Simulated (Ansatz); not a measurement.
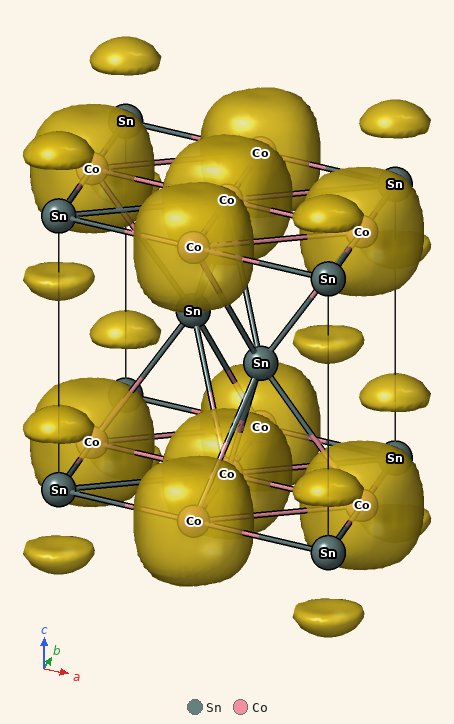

The picture shows: CoSn. Isosurface of the magnetisation density (up minus down) at +0.1 e/Å³ (yellow), seen slightly off an axis. Sticks mark near contacts.

Space group P6/mmm; a structure from a database of computed crystals, not necessarily the ambient phase; computed pressure about 32 GPa in this cell; spin-polarised.

All numbers below come from Kohn-Sham DFT of a periodic cell, PBEsol, Ansatz PAW (Ansatz 0.2.0).

In a PAW calculation such maps are meaningful between the atoms, not at the nuclei.

```
CELL_PARAMETERS angstrom
5.24604 0.00000 0.00000
-2.62302 4.54320 0.00000
0.00000 0.00000 4.18759
ATOMIC_POSITIONS crystal
Sn 0.00000 0.00000 0.00000
Sn 0.33333 0.66667 0.50000
Sn 0.66667 0.33333 0.50000
Co 0.50000 0.00000 0.00000
Co 0.50000 0.50000 0.00000
Co 0.00000 0.50000 0.00000
```

### Which atoms carry the moments, and with what signs?

The spin density sits on Co: +2.7 μB (×3) in one cell of 6 atoms, with smaller moments on other sites: Sn (up to +0.45 μB): parallel main moments (a ferromagnetic arrangement) in this solution. The cell of the calculation (6 atoms) carries 12.0 μB of net spin moment.
